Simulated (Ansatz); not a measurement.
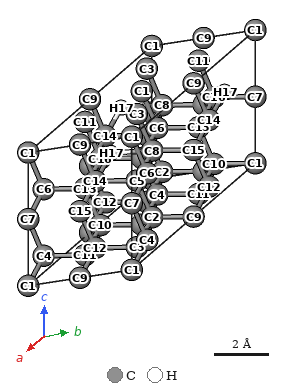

Starting structure of a defect cell of composition HC$_{16}$. The picture is a ball-and-stick view of the conventional cell (2 times the calculation's cell), seen from a free direction. Lengths and directions refer to the drawn axes.

It is an interstitial H in diamond C. The run prepares an end point of a later path (interstitial hop) calculation, from a guessed geometry.

Level of theory: DFT PBE, scalar-relativistic, plane waves, PAW (Ansatz 0.2.0).

The input:
```yaml
crystal:
  lattice:
    - [0.0, 3.57, 3.57]
    - [3.57, 0.0, 3.57]
    - [3.57, 3.57, 0.0]
  atoms:
    - { symbol: C, position: [0.0, 0.0, 0.0] }
    - { symbol: C, position: [0.125, 0.125, 0.125] }
    - { symbol: C, position: [0.0, 0.0, 0.5] }
    - { symbol: C, position: [0.125, 0.125, 0.625] }
    - { symbol: C, position: [0.0, 0.5, 0.0] }
    - { symbol: C, position: [0.125, 0.625, 0.125] }
    - { symbol: C, position: [0.0, 0.5, 0.5] }
    - { symbol: C, position: [0.125, 0.625, 0.625] }
    - { symbol: C, position: [0.5, 0.0, 0.0] }
    - { symbol: C, position: [0.625, 0.125, 0.125] }
    - { symbol: C, position: [0.5, 0.0, 0.5] }
    - { symbol: C, position: [0.625, 0.125, 0.625] }
    - { symbol: C, position: [0.5, 0.5, 0.0] }
    - { symbol: C, position: [0.625, 0.625, 0.125] }
    - { symbol: C, position: [0.5, 0.5, 0.5] }
    - { symbol: C, position: [0.625, 0.625, 0.625] }
    - { symbol: H, position: [0.7517446, 0.7366209, 0.7633253], spin: 1.0 }
magnetization:
  spin_polarized: true
basis:
  ecutwfc: 420.0
kpoints:
  mp_grid: { grid: [3, 3, 3] }
hamiltonian:
  xc: pbe
scf:
  occupations: { method: gaussian, width: 0.02 }
  lower_state_search: "off"
relax:
  f_tol: 0.03
  max_steps: 60
  adjacent_minimum: "off"
```

Command:
```bash
ansatz run input.yaml --threads 2 --pin off --max-ram 5120MiB --backend cpu --events-out ev --progress --plain --runs-dir out
```

### What does the optimiser find from here?

The atom that moves furthest is H17 (0.063 Å roughly along +c). Largest moves by element: H 0.063 Å, C 0.024 Å. The lattice vectors keep their values. Near-neighbour distances that change, for instance: C14–H17 1.491 → 1.549 Å, C12–H17 1.602 → 1.551 Å, C10–C11 1.546 → 1.532 Å, C11–C12 1.546 → 1.559 Å. The energy falls by 86.1 meV per cell of the calculation in 3 geometry steps. The largest force component goes from 1.3 to 0.0071 eV/Å. Cost: 23 s on 2 threads of Arm Neoverse V2 (shared host), peak memory 0.38 GiB.

The structure at the end:

```
CELL_PARAMETERS angstrom
0.00000 3.57000 3.57000
3.57000 0.00000 3.57000
3.57000 3.57000 0.00000
ATOMIC_POSITIONS crystal
C 0.00009 0.99923 0.00078
C 0.12551 0.12463 0.12619
C 0.00303 0.00216 0.49784
C 0.12550 0.12463 0.62456
C 0.00305 0.49627 0.00373
C 0.12550 0.62301 0.12619
C 0.00303 0.49629 0.49785
C 0.12614 0.62388 0.62544
C 0.49716 0.00216 0.00371
C 0.62387 0.12463 0.12619
C 0.49716 0.00216 0.49784
C 0.62476 0.12523 0.62544
C 0.49715 0.49628 0.00372
C 0.62477 0.62389 0.12676
C 0.50009 0.49923 0.50078
C 0.62475 0.62388 0.62544
H 0.75016 0.74905 0.75089
```

The end point in the same view:

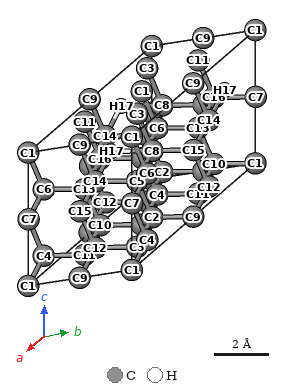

Limits of the set-up: the k-point mesh is coarse for a cell with partly filled bands; the periodic images lie only 5.0 Å apart, so the values are limited by the cell's size.
